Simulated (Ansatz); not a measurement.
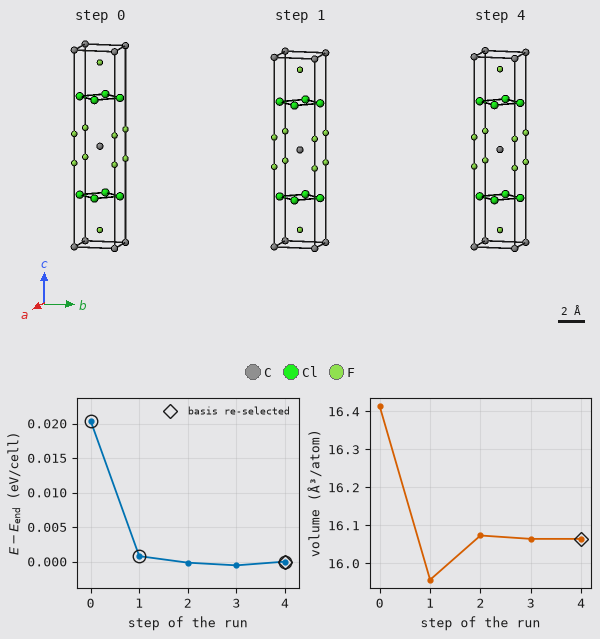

Frames of a relaxation of a crystal of CCl2F2 (built on the BaCu2S2-139 type type), marked on the history of the run. A ball-and-stick model of the conventional cell (2 times the calculation's cell), seen slightly off an axis. Lengths and directions refer to the drawn axes.

The calculation used Ansatz 0.2.0, DFT, r2SCAN+rVV10, plane waves, PAW. (plane-wave cutoff 500 eV; k-point mesh 10 × 10 × 10; occupations fermi dirac; smearing width 0.03 eV; no spin polarisation; cell and atoms relaxed; force threshold 0.01 eV/Å; at most 120 steps)

Question: What happens along the run?

Answer: The energy falls by 20.4 meV per cell of the calculation in 3 accepted moves (4 points after the start). Largest force component: 0.083 eV/Å at the start, 0.0033 eV/Å at the end. The pressure goes from 0.60 to 0.04 GPa. At 1 point the geometry stayed and the basis and grid were re-selected for the new cell (energy shift of 0.5 meV per cell of the calculation at most each time). The largest moves relative to the cell, 0.040 Å, are those of F atoms. Cl and C stay in place. The volume changes by −2.1 %, with a = b 3.252 → 3.273 Å (+0.6 %), c 15.518 → 14.995 Å (−3.4 %). Among the contacts that change: Cl–Cl 2.300 → 2.314 Å. The space group stays I4/mmm (No. 139). From step 0 to 1: F atoms move most (0.05 Å), volume −2.8 %, energy −19.6 meV per cell of the calculation. From step 1 to 4: volume +0.7 %, energy −0.8 meV per cell of the calculation.
